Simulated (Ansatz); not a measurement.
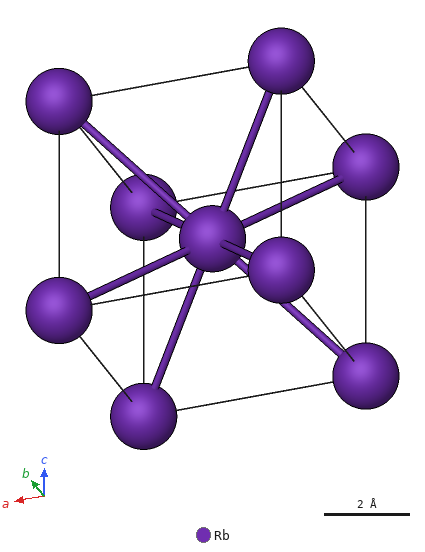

This is solid Rb (set up in Im-3m) in its unrelaxed database cell. Style: ball-and-stick. Shown: the conventional cell (2 times the calculation's cell), from a free direction. Lengths and directions refer to the drawn axes.

Method: Ansatz, DFT PBEsol, scalar-relativistic, plane waves, PAW. Settings: plane-wave cutoff 420 eV; k-point mesh 10 × 10 × 10; occupations gaussian; smearing width 0.1 eV; no spin polarisation.

Now this is done to it. All lengths are scaled by −1.4 % (volume −4.2 %), the atoms keeping their fractional coordinates. No relaxation follows.

Predict the response.

The energy changes by less than 1 meV per atom. The pressure goes from 0.0 to 0.1 GPa. All forces vanish by symmetry. Near-neighbour distances before and after: Rb–Rb 4.854 → 4.785 Å. The space group stays Im-3m (No. 229).

Drawn alike, the variant:

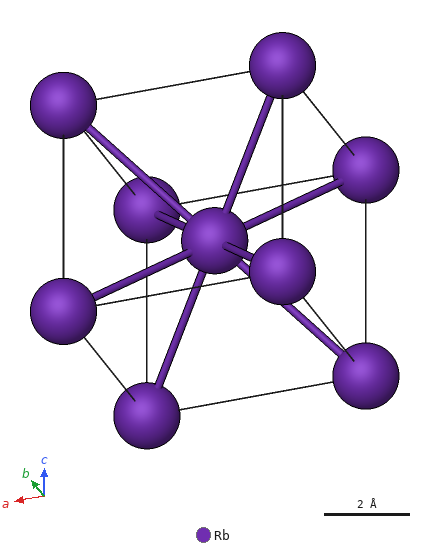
